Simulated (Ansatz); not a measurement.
ZnSe

```yaml
crystal:
  lattice:
    - [5.73176, 0.00000, 0.00000]
    - [0.00000, 0.00000, -5.73176]
    - [0.00000, 5.73176, 0.00000]
  atoms:
    - { symbol: Zn, position: [0.50000, 0.50000, 0.00000] }
    - { symbol: Zn, position: [0.00000, 0.50000, 0.50000] }
    - { symbol: Zn, position: [0.00000, 0.00000, 0.00000] }
    - { symbol: Zn, position: [0.50000, 0.00000, 0.50000] }
    - { symbol: Se, position: [0.75000, 0.75000, 0.25000] }
    - { symbol: Se, position: [0.25000, 0.75000, 0.75000] }
    - { symbol: Se, position: [0.25000, 0.25000, 0.25000] }
    - { symbol: Se, position: [0.75000, 0.25000, 0.75000] }
```

Space group F-43m; a structure from a database of computed crystals, not necessarily the ambient phase.

Level of theory: DFT PBE, scalar-relativistic, plane waves, PAW (Ansatz 0.2.0).

Predict the valence pseudo-density and electron localisation function between the atoms.

Answer. Zn–Se (2.48 Å): the density is about 0.44 e/Å³ at the midpoint; the ELF is about 0.60 at the midpoint.

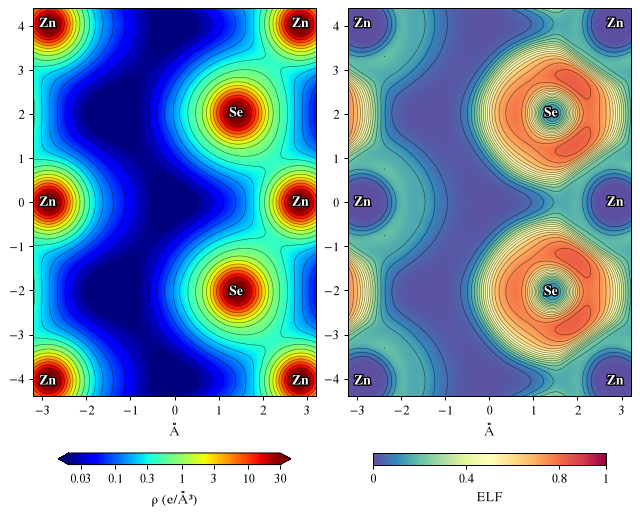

Computed valence pseudo-density and electron localisation function on the (101) plane of the conventional cell, in this order. 
